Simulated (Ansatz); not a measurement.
# SnO (P4/nmm): comparison of functionals at one structure

A script is to give a comparison of functionals at one structure; the system is SnO (P4/nmm).

Computed with the Python package of Ansatz 0.2.0. The levels of theory stand in the script.

**1. The system**

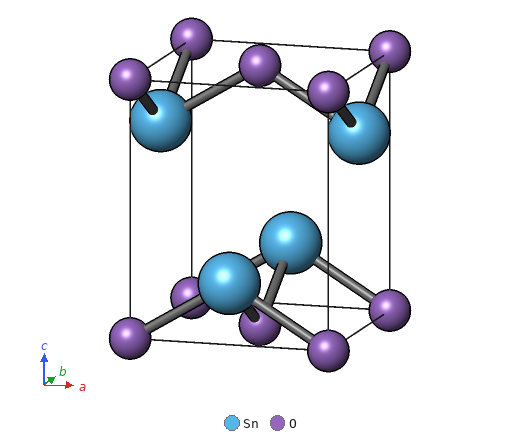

The starting structure, viewed slightly off an axis; tin blue, oxygen purple. Atoms on cell faces are repeated.

Input file sno.extxyz:

```xyz
4
Lattice="3.7986 0.0 0.0 0.0 3.7986 0.0 0.0 0.0 4.8408" Properties=species:S:1:pos:R:3 pbc="T T T"
Sn    1.89930000    0.00000000    1.14678552
Sn    0.00000000    1.89930000    3.69401448
O     0.00000000    0.00000000    0.00000000
O     1.89930000    1.89930000    0.00000000
```

**2. Script**

File xc_sno.py:

```python
"""Functional comparison for SnO (totals differ with the potentials too)."""

import warnings

import ansatz as az

KMESH = (6, 6, 4)
FILLING = "Marzari-Vanderbilt"
SMEARING_WIDTH = 0.05

warnings.simplefilter("ignore", az.DeckWarning)

xtal = az.Crystal.from_extxyz("sno.extxyz")

model = (
    xtal.calculation()
    .kpoints(mesh=KMESH)
    .occupations(FILLING, width=SMEARING_WIDTH)
    .stress()
)

rows = []
for value in ["lda", "r2scan", "pbesol"]:
    summary = model.functional(value).run(threads=1, backend="cpu").report
    rows.append((value, summary["free_energy_ev"] / len(summary["lattice"]["sites"]), summary["n_iterations"], sum(summary["stress_gpa"][i][i] for i in range(3)) / 3, summary["n_kpoints"]))

print("  functional   F/atom (eV)    iterations       P (GPa)      k-points")
for row in rows:
    print(f"{str(row[0]):>12s}  {row[1]:12.5f}  {row[2]:12d}  {row[3]:12.3f}  {row[4]:12d}")
```

**3. The run**

Started as:

```bash
$ python xc_sno.py
```

What it wrote:

```text
  functional   F/atom (eV)    iterations       P (GPa)      k-points
         lda   -3217.44992            10        -2.248            30
      r2scan   -3303.67213            10         0.707            30
      pbesol   -3255.35377             7         0.566            30
```

It took 33 s on 1 thread of Arm Neoverse N1, shared host; peak memory 0.55 GiB.

**4. The engine's runs**

From the records of these 3 runs:

```tsv
run	functional	energy (eV/atom)	pressure (GPa)	SCF cycles	CPU time (s)
1	lda	-3217.4499	-2.25	10	7
2	r2scan	-3303.6721	0.71	10	19
3	pbesol	-3255.3538	0.57	7	5.5
```

Energies are free energies F = E - TS of the smeared occupations. Totals under unlike functionals or potentials can't be compared directly.

**5. What came out**

| quantity | value |
| --- | --- |
| runs compared | 3 |
| pressure at this cell | -2.2 (lda) to 0.7 GPa (r2scan) |

From lowest to highest: LDA (-2.2 GPa), PBEsol (0.6 GPa) and r2SCAN (0.7 GPa). At a fixed cell a lower pressure usually means a smaller equilibrium volume, so LDA prefers the smallest cell and r2SCAN the largest. What to keep in mind:
- Cold and Methfessel-Paxton smearing aren't meant for a gap as narrow as their width.
- The gap on the mesh is very small: a semilocal functional closes or nearly closes the gap of many narrow semiconductors.
- Pressure is positive in compression.
- Total energies of different functionals can't be compared; pressures, moments and gaps at this one structure can.
